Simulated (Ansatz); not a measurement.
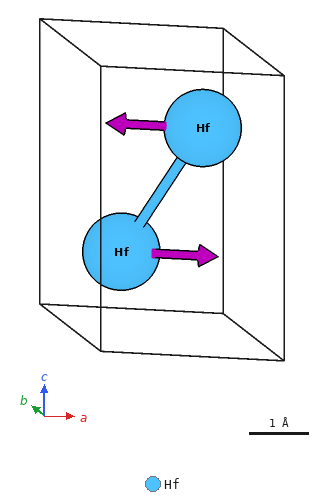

Phonons of crystalline Hf, space group P6₃/mmc (No. 194), at the zone centre. The optical levels lie at 73 (×2), 105 cm⁻¹. One mode is drawn. The purple arrows are the displacements of the atoms (eigenvector over the root of the mass), of arbitrary overall length and sign. A ball-and-stick model of the cell of the calculation, seen slightly off an axis.

Level of theory: DFT PBE, scalar-relativistic, plane waves, PAW (Ansatz). Settings: plane-wave cutoff 420 eV; k-point mesh 18 × 18 × 8; occupations fermi dirac; smearing width 0.15 eV; no spin polarisation.

The frequencies depend somewhat on the k-mesh and the smearing.

Which of these frequencies is the drawn mode's?

The level at 73 cm⁻¹. This is the E₂g mode (doubly degenerate; one member of the set is drawn), the lowest optical level, Raman-active by symmetry. All motion is along a; atoms of one kind move against one another, with no net shift of their sublattice.
